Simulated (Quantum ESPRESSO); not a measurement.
Single-point calculation of HfO$_{2}$ (part 2 of 2)

Continued. System: HfO$_{2}$ (Pca2₁, 12 atoms in the cell). Method: Kohn-Sham DFT of a periodic cell, PBEsol, GBRV 1.5 PBEsol, no spin polarisation (Quantum ESPRESSO 7.5); cutoff 612.26 eV, 4×5×4 k-mesh, fermi-dirac of 0.05 eV. The structure derives from a Materials Project entry. The volume is scaled by 0.98.

Geometry of the input (Å; fractional positions):
```
5.1844  0.0000  0.0000
0.0000  4.9712  0.0000
0.0000  0.0000  4.9989
Hf 0.9670  0.7325  0.7414
Hf 0.5330  0.7325  0.2414
Hf 0.4670  0.2675  0.7414
Hf 0.0330  0.2675  0.2414
O  0.6321  0.9286  0.8793
O  0.8679  0.9286  0.3793
O  0.2339  0.5399  0.4923
O  0.2661  0.5399  0.9923
O  0.7661  0.4601  0.9923
O  0.7339  0.4601  0.4923
O  0.1321  0.0714  0.8793
O  0.3679  0.0714  0.3793
```

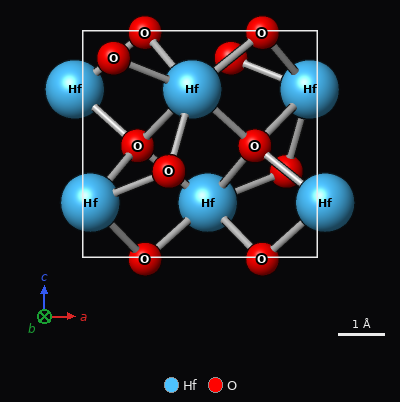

The structure as given in the input (ball-and-stick view of the cell of the calculation, along the b axis).

## Output, continued
```
   -48.2783 -48.2680 -48.2641 -48.2633 -17.3700 -17.3197 -17.2831 -17.2496
   -17.1793 -17.1183 -17.0677 -17.0282 -16.9742 -16.9661 -16.9571 -16.9143
    -5.6049  -4.7278  -4.7133  -4.5586  -4.5459  -4.2174  -3.9832  -3.9531
     6.4299   6.7913   7.1777   7.3017   7.4274   7.5740   7.7707   8.1588
     8.5317   8.7145   9.1598   9.1827   9.5691   9.7586   9.9959  10.0993
    10.4023  10.5440  10.6871  10.7596  11.0743  11.0919  11.6171  11.6741
    16.5532  16.7614  16.9091  17.2408  17.4613  18.2589  18.4564  18.6604
    18.6692  19.1625  19.4523  19.6436  20.1503  20.5622

          k = 0.0000 0.4172-0.5186 (  4448 PWs)   bands (ev):

   -48.2712 -48.2712 -48.2656 -48.2656 -17.3499 -17.3499 -17.2787 -17.2787
   -17.1652 -17.1652 -17.0504 -17.0504 -16.9506 -16.9506 -16.9217 -16.9217
    -5.1691  -5.1691  -4.6410  -4.6410  -4.3910  -4.3910  -3.9669  -3.9669
     6.8198   6.8198   7.3423   7.3423   7.7457   7.7457   7.9362   7.9362
     8.5841   8.5841   9.0531   9.0531   9.6263   9.6263  10.0572  10.0572
    10.3122  10.3122  10.6242  10.6242  10.8994  10.8994  11.5307  11.5307
    16.4577  16.4577  16.9398  16.9398  18.0592  18.0592  18.4127  18.4127
    18.7822  18.7822  19.5515  19.5515  20.4213  20.4213

          k = 0.2500 0.0000 0.0000 (  4429 PWs)   bands (ev):

   -48.2841 -48.2685 -48.2606 -48.2605 -17.4148 -17.3928 -17.3697 -17.1725
   -17.1329 -17.0570 -17.0557 -17.0256 -16.9983 -16.9502 -16.9196 -16.9005
    -6.1115  -4.8984  -4.5843  -4.5797  -4.2361  -4.0802  -3.9087  -3.8841
     6.3286   6.3622   6.7703   6.9488   7.4062   7.5489   7.9895   8.3370
     8.3599   9.0429   9.2936   9.4705   9.5124   9.6944   9.8844  10.0298
    10.2639  10.7715  10.8587  11.1100  11.2749  11.3104  11.5906  11.5977
    16.9856  17.1691  17.4179  17.6642  17.7812  17.9290  18.0245  18.3197
    18.7152  18.9455  19.1980  19.5242  19.5573  20.5222

          k = 0.2500 0.0000 0.2593 (  4414 PWs)   bands (ev):

   -48.2807 -48.2673 -48.2639 -48.2617 -17.3775 -17.3574 -17.3392 -17.2311
   -17.1071 -17.0946 -17.0657 -17.0328 -16.9883 -16.9784 -16.9370 -16.8987
    -5.8658  -4.8746  -4.6956  -4.6333  -4.1908  -4.1766  -3.9608  -3.9032
     6.5550   6.7573   6.8280   7.2360   7.4463   7.6903   8.0079   8.1473
     8.4201   8.5964   9.1407   9.2621   9.5974   9.7526   9.9256  10.0619
    10.3969  10.4090  10.4708  10.8611  11.1491  11.3698  11.5272  11.5306
    16.7683  17.2397  17.2597  17.6709  17.8762  17.9114  18.0905  18.2143
    19.0863  19.2045  19.4476  19.6037  19.6476  20.5024

          k = 0.2500 0.0000-0.5186 (  4434 PWs)   bands (ev):

   -48.2723 -48.2723 -48.2645 -48.2645 -17.3114 -17.3114 -17.2835 -17.2835
   -17.1626 -17.1626 -17.0520 -17.0520 -16.9654 -16.9654 -16.9385 -16.9385
    -5.2622  -5.2622  -4.7729  -4.7729  -4.1100  -4.1100  -4.0135  -4.0135
     6.9590   6.9590   7.3738   7.3738   7.4902   7.4902   8.2215   8.2215
     8.4071   8.4071   8.9363   8.9363   9.3550   9.3550  10.0267  10.0267
    10.2001  10.2001  10.5006  10.5006  11.4077  11.4077  11.4228  11.4228
    16.7423  16.7423  17.4184  17.4184  18.0515  18.0515  18.2666  18.2666
    19.2954  19.2954  19.4469  19.4469  20.4588  20.4588

          k = 0.2500 0.2086 0.0000 (  4424 PWs)   bands (ev):

   -48.2826 -48.2688 -48.2615 -48.2608 -17.3999 -17.3708 -17.3463 -17.1713
   -17.1544 -17.0682 -17.0519 -17.0350 -17.0081 -16.9774 -16.9182 -16.9015
    -5.9679  -4.9073  -4.5612  -4.5522  -4.2967  -4.0869  -4.0173  -3.8982
     6.3228   6.6531   6.8088   6.9139   7.3947   7.6704   8.0759   8.3345
     8.4258   8.7615   9.2079   9.2812   9.4622   9.8345   9.9504   9.9827
    10.3515  10.5910  10.7545  11.1452  11.2737  11.3314  11.4837  11.5993
    16.8791  17.0447  17.2827  17.3777  17.7081  18.0505  18.2110  18.3886
    18.6469  19.1387  19.2499  19.6092  19.8975  20.5217

          k = 0.2500 0.2086 0.2593 (  4433 PWs)   bands (ev):

   -48.2794 -48.2677 -48.2640 -48.2626 -17.3974 -17.3596 -17.3417 -17.2011
   -17.1416 -17.1077 -17.0585 -17.0131 -16.9962 -16.9721 -16.9160 -16.9080
    -5.7619  -4.9107  -4.7175  -4.6511  -4.2074  -4.1494  -4.0457  -3.8613
     6.5582   6.8174   7.0245   7.2556   7.4486   7.6698   8.0591   8.3274
     8.3647   8.5083   8.9098   9.2758   9.6816   9.8317   9.9554  10.0916
    10.1735  10.4717  10.6352  10.7603  11.0532  11.1969  11.4550  11.5648
    16.6284  17.1155  17.2296  17.3500  17.7012  17.9010  18.2162  18.3465
    18.7938  19.2160  19.5405  19.7543  19.9454  20.5139

          k = 0.2500 0.2086-0.5186 (  4450 PWs)   bands (ev):

   -48.2717 -48.2717 -48.2651 -48.2651 -17.3704 -17.3704 -17.2935 -17.2935
   -17.1388 -17.1388 -17.0096 -17.0096 -16.9590 -16.9590 -16.9404 -16.9404
    -5.2556  -5.2556  -4.8000  -4.8000  -4.1745  -4.1745  -3.9307  -3.9307
     6.9720   6.9720   7.2896   7.2896   7.6977   7.6977   8.1900   8.1900
     8.4429   8.4429   8.9097   8.9097   9.5031   9.5031   9.9292   9.9292
    10.2007  10.2007  10.5672  10.5672  11.1870  11.1870  11.4318  11.4318
    16.6135  16.6135  17.2768  17.2768  17.9563  17.9563  18.3018  18.3018
    18.9175  18.9175  19.6619  19.6619  20.4376  20.4378

          k = 0.2500 0.4172 0.0000 (  4438 PWs)   bands (ev):

   -48.2793 -48.2702 -48.2627 -48.2615 -17.3616 -17.3337 -17.2841 -17.2067
   -17.1676 -17.1527 -17.0514 -17.0268 -17.0090 -16.9593 -16.9582 -16.9138
    -5.6474  -4.9240  -4.6271  -4.5269  -4.4558  -4.1076  -4.0469  -3.9581
     6.4275   6.6656   7.0622   7.3726   7.4602   7.6387   7.9624   8.0994
     8.5623   8.8273   8.9472   9.1178   9.4344   9.5305   9.8915  10.1641
    10.3235  10.4582  10.9441  10.9910  11.1371  11.2570  11.4727  11.6658
    16.5463  16.8337  16.9402  17.4011  17.6279  18.0612  18.3286  18.5077
    18.7770  19.2120  19.6589  20.0435  20.1623  20.5637

          k = 0.2500 0.4172 0.2593 (  4437 PWs)   bands (ev):

   -48.2767 -48.2691 -48.2641 -48.2638 -17.4013 -17.3728 -17.3347 -17.2633
   -17.1318 -17.1038 -17.0208 -16.9965 -16.9808 -16.9606 -16.9318 -16.9228
    -5.5294  -4.9474  -4.8062  -4.7616  -4.2723  -4.0729  -4.0403  -3.8811
     6.6358   6.8851   7.2466   7.3876   7.4723   7.7222   8.0113   8.1940
     8.4086   8.7427   8.7888   9.2667   9.4541   9.7412   9.9472  10.2789
    10.3157  10.3542  10.5383  10.7153  10.9084  11.1477  11.3051  11.5725
    16.3998  16.7767  16.9113  17.3364  17.4900  17.9446  18.2392  18.4912
    18.8219  19.1848  19.3759  19.9039  20.4106  20.6257

          k = 0.2500 0.4172-0.5186 (  4434 PWs)   bands (ev):

   -48.2704 -48.2704 -48.2664 -48.2664 -17.4026 -17.4026 -17.3634 -17.3634
   -17.0678 -17.0678 -16.9981 -16.9981 -16.9507 -16.9507 -16.9257 -16.9257
    -5.2060  -5.2060  -4.9227  -4.9227  -4.1267  -4.1267  -3.9090  -3.9090
     7.0310   7.0310   7.3674   7.3674   7.6988   7.6988   7.9827   7.9827
     8.7621   8.7621   9.0515   9.0515   9.5475   9.5475   9.8942   9.8942
    10.1332  10.1332  10.5612  10.5612  10.9790  10.9790  11.3560  11.3560
    16.4423  16.4423  16.8954  16.8954  17.9739  17.9739  18.2725  18.2725
    18.7792  18.7792  19.5577  19.5577  20.4597  20.4597

          k =-0.5000 0.0000 0.0000 (  4400 PWs)   bands (ev):

   -48.2767 -48.2767 -48.2602 -48.2602 -17.2988 -17.2988 -17.2897 -17.2897
   -17.1674 -17.1674 -17.0431 -17.0431 -16.9617 -16.9617 -16.9467 -16.9467
    -5.4318  -5.4318  -4.5022  -4.5022  -4.1943  -4.1943  -4.0354  -4.0354
     6.6901   6.6901   7.1376   7.1376   7.6854   7.6854   7.8167   7.8167
     8.2731   8.2731   9.2385   9.2385   9.6792   9.6792  10.0059  10.0059
    10.2739  10.2739  11.1148  11.1148  11.1958  11.1958  11.4832  11.4832
    17.1574  17.1574  17.6078  17.6078  17.7465  17.7465  18.1233  18.1233
    19.0398  19.0398  19.5416  19.5416  20.1049  20.1049

          k =-0.5000 0.0000 0.2593 (  4408 PWs)   bands (ev):

   -48.2742 -48.2742 -48.2626 -48.2626 -17.3107 -17.3107 -17.2767 -17.2767
   -17.1713 -17.1713 -17.0377 -17.0377 -16.9859 -16.9859 -16.9297 -16.9297
    -5.2975  -5.2975  -4.6392  -4.6392  -4.1696  -4.1696  -4.0660  -4.0660
     6.9928   6.9928   7.2614   7.2614   7.7137   7.7137   7.9628   7.9628
     8.2629   8.2629   9.0664   9.0664   9.4291   9.4291  10.0098  10.0098
    10.3530  10.3530  10.7875  10.7875  11.0480  11.0480  11.3973  11.3973
    17.0609  17.0609  17.5269  17.5269  17.8611  17.8611  18.1622  18.1622
    19.1305  19.1305  19.4701  19.4701  20.3319  20.3320

          k =-0.5000 0.0000-0.5186 (  4444 PWs)   bands (ev):

   -48.2684 -48.2684 -48.2684 -48.2684 -17.2995 -17.2995 -17.2995 -17.2995
   -17.1129 -17.1129 -17.1129 -17.1129 -16.9460 -16.9460 -16.9460 -16.9460
    -4.9703  -4.9703  -4.9703  -4.9703  -4.1201  -4.1201  -4.1201  -4.1201
     7.3480   7.3480   7.3480   7.3480   8.0001   8.0001   8.0001   8.0001
     8.4951   8.4951   8.4951   8.4951   9.5298   9.5298   9.5298   9.5298
    10.4533  10.4533  10.4533  10.4533  11.1681  11.1681  11.1681  11.1681
    17.1513  17.1513  17.1513  17.1513  18.2216  18.2216  18.2216  18.2216
    19.2282  19.2282  19.2282  19.2282  20.5908  20.5908

          k =-0.5000 0.2086 0.0000 (  4410 PWs)   bands (ev):

   -48.2759 -48.2759 -48.2609 -48.2609 -17.3292 -17.3292 -17.2541 -17.2541
   -17.1904 -17.1904 -17.0276 -17.0276 -16.9671 -16.9671 -16.9415 -16.9415
    -5.3875  -5.3875  -4.5171  -4.5171  -4.2541  -4.2541  -4.0025  -4.0025
     6.6609   6.6609   7.2197   7.2197   7.6855   7.6855   8.0040   8.0040
     8.4120   8.4120   9.1416   9.1416   9.4306   9.4306   9.8957   9.8957
    10.4609  10.4609  10.9371  10.9371  11.2765  11.2765  11.4046  11.4046
    16.9116  16.9116  17.4647  17.4647  17.7040  17.7040  18.2995  18.2995
    18.9377  18.9377  19.7931  19.7931  20.3265  20.3266

          k =-0.5000 0.2086 0.2593 (  4418 PWs)   bands (ev):

   -48.2737 -48.2737 -48.2631 -48.2631 -17.3744 -17.3685 -17.2979 -17.2717
   -17.1390 -17.1349 -17.0280 -17.0024 -16.9722 -16.9678 -16.9320 -16.9315
    -5.3305  -5.2690  -4.7282  -4.7181  -4.1620  -4.1568  -4.0187  -3.9513
     6.9203   6.9541   7.3330   7.3770   7.5564   7.8361   8.0594   8.0805
     8.3428   8.4850   8.8262   8.8913   9.5613   9.6737   9.8532   9.9982
    10.3263  10.4099  10.5836  10.7124  10.9982  11.1007  11.1812  11.5193
    16.6851  17.1267  17.3417  17.3495  17.6612  17.7048  18.0605  18.4374
    18.9133  19.2173  19.4520  19.7015  20.4829  20.4968

          k =-0.5000 0.2086-0.5186 (  4448 PWs)   bands (ev):

   -48.2684 -48.2684 -48.2684 -48.2684 -17.3720 -17.3720 -17.3524 -17.3524
   -17.0590 -17.0590 -17.0371 -17.0371 -16.9453 -16.9453 -16.9449 -16.9449
    -5.0805  -5.0805  -5.0254  -5.0254  -4.0656  -4.0656  -4.0018  -4.0018
     7.2817   7.2817   7.4151   7.4151   7.8573   7.8573   7.9782   7.9782
     8.6272   8.6272   8.6854   8.6854   9.6318   9.6318   9.6725   9.6725
    10.2385  10.2385  10.3240  10.3240  11.0140  11.0140  11.3430  11.3430
    16.7863  16.7863  17.2321  17.2321  17.8706  17.8706  18.2146  18.2146
    18.9759  18.9759  19.4591  19.4591  20.6521  20.6522

          k =-0.5000 0.4172 0.0000 (  4412 PWs)   bands (ev):

   -48.2744 -48.2744 -48.2624 -48.2624 -17.3512 -17.3512 -17.2314 -17.2314
   -17.2051 -17.2051 -17.0171 -17.0171 -16.9881 -16.9881 -16.9208 -16.9208
    -5.3067  -5.3067  -4.5660  -4.5660  -4.3030  -4.3030  -3.9816  -3.9816
     6.7603   6.7603   7.2146   7.2146   7.5898   7.5898   8.4125   8.4125
     8.6836   8.6836   9.0063   9.0063   9.2601   9.2601   9.6586   9.6586
    10.3711  10.3711  10.8136  10.8136  11.2495  11.2495  11.4108  11.4108
    16.6720  16.6720  17.1466  17.1466  17.6658  17.6658  18.4394  18.4394
    18.9584  18.9584  19.9392  19.9392  20.6630  20.6630

          k =-0.5000 0.4172 0.2593 (  4438 PWs)   bands (ev):

   -48.2727 -48.2727 -48.2641 -48.2641 -17.4141 -17.4136 -17.3482 -17.3339
   -17.0741 -17.0737 -16.9990 -16.9886 -16.9622 -16.9562 -16.9256 -16.9251
    -5.3134  -5.2742  -4.8604  -4.8541  -4.0995  -4.0843  -3.9284  -3.9040
     6.9458   7.1310   7.1959   7.4400   7.5915   7.6880   8.0316   8.1797
     8.6147   8.6747   8.9471   9.0075   9.5440   9.5685   9.8185   9.8796
    10.3731  10.3811  10.4497  10.7192  10.8614  10.9679  11.2608  11.3229
    16.4682  16.6276  17.1814  17.2524  17.4637  17.4915  18.1645  18.4638
    18.8846  19.0182  19.5712  19.7599  20.6496  20.6546

          k =-0.5000 0.4172-0.5186 (  4416 PWs)   bands (ev):

   -48.2684 -48.2684 -48.2684 -48.2684 -17.4326 -17.4326 -17.4243 -17.4243
   -16.9858 -16.9858 -16.9767 -16.9767 -16.9405 -16.9405 -16.9402 -16.9402
    -5.1785  -5.1785  -5.1510  -5.1510  -3.9321  -3.9321  -3.8993  -3.8993
     7.3446   7.3446   7.3909   7.3909   7.7707   7.7707   7.8840   7.8840
     8.8519   8.8519   8.8553   8.8553   9.6620   9.6620   9.6801   9.6801
    10.2976  10.2976  10.3542  10.3542  10.9605  10.9605  11.1498  11.1498
    16.5548  16.5548  16.7737  16.7737  17.8489  17.8489  18.0196  18.0196
    18.9962  18.9962  19.2944  19.2944  20.8701  20.8703

     the Fermi energy is    14.7930 ev

!    total energy              =    -893.96428554 Ry
     estimated scf accuracy    <          4.8E-10 Ry
     smearing contrib. (-TS)   =      -0.00000000 Ry
     internal energy E=F+TS    =    -893.96428554 Ry

     The total energy is F=E-TS. E is the sum of the following terms:
     one-electron contribution =    -103.90618212 Ry
     hartree contribution      =     111.33970405 Ry
     xc contribution           =    -359.90357021 Ry
     ewald contribution        =    -541.49423727 Ry

     convergence has been achieved in  10 iterations

     negative rho (up, down):  4.615E-01 0.000E+00

     Forces acting on atoms (cartesian axes, Ry/au):

     atom    1 type  1   force =     0.00046666   -0.00466595    0.00316227
     atom    2 type  1   force =    -0.00046666   -0.00466595    0.00316227
     atom    3 type  1   force =     0.00046666    0.00466595    0.00316227
     atom    4 type  1   force =    -0.00046666    0.00466595    0.00316227
     atom    5 type  2   force =    -0.00002575   -0.00308553    0.00044291
     atom    6 type  2   force =     0.00002575   -0.00308553    0.00044291
     atom    7 type  2   force =     0.00241962    0.00221700   -0.00360518
     atom    8 type  2   force =    -0.00241962    0.00221700   -0.00360518
     atom    9 type  2   force =    -0.00241962   -0.00221700   -0.00360518
     atom   10 type  2   force =     0.00241962   -0.00221700   -0.00360518
     atom   11 type  2   force =    -0.00002575    0.00308553    0.00044291
     atom   12 type  2   force =     0.00002575    0.00308553    0.00044291

     Total force =     0.016183     Total SCF correction =     0.000018

     Computing stress (Cartesian axis) and pressure

     negative rho (up, down):  4.615E-01 0.000E+00
          total   stress  (Ry/bohr**3)                   (kbar)     P=       54.65
   0.00036664   0.00000000   0.00000000           53.93        0.00        0.00
   0.00000000   0.00040194   0.00000000            0.00       59.13        0.00
   0.00000000   0.00000000   0.00034597            0.00        0.00       50.89

=------------------------------------------------------------------------------=
   JOB DONE.
=------------------------------------------------------------------------------=
```

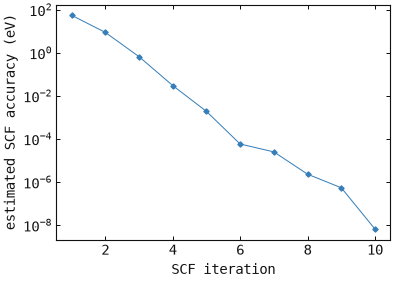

Convergence of the self-consistent field: estimated SCF accuracy against the iteration. The field takes 10 iterations in all.

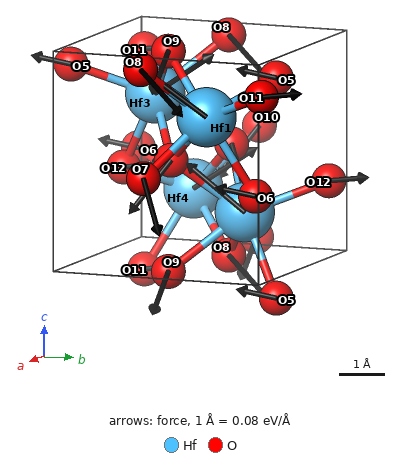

Forces on the atoms as black arrows (ball-and-stick view of the cell of the calculation, seen at an oblique angle; bonded neighbours outside the cell are drawn too; atoms are numbered from 1 in the order of the input). The largest act on all 4 Hf atoms (0.15 eV/Å); O7, O8, O9, O10 (0.13 eV/Å); O5, O6, O11, O12 (0.08 eV/Å). The geometry is not a stationary point of this energy.

## Results in brief

- outcome: converged
- space group (tolerance 0.01 Å): Pca2₁ (29)
- electrons treated: 96
- free energy: −12163.0037 eV
- Fermi energy: 14.793 eV
- gap on the k-point mesh: 4.51 eV
- pressure: 5.47 GPa
- largest force (length of the vector): 0.145 eV/Å
- wall time: 1.8 min (CPU time 3.6 min)
- peak memory: 0.98 GiB

## Notes

Notes on the run: negative rho. Spin–orbit coupling is left out, which matters for Hf. The cell is under a pressure of 5.5 GPa at this level, so it is not at its equilibrium volume.
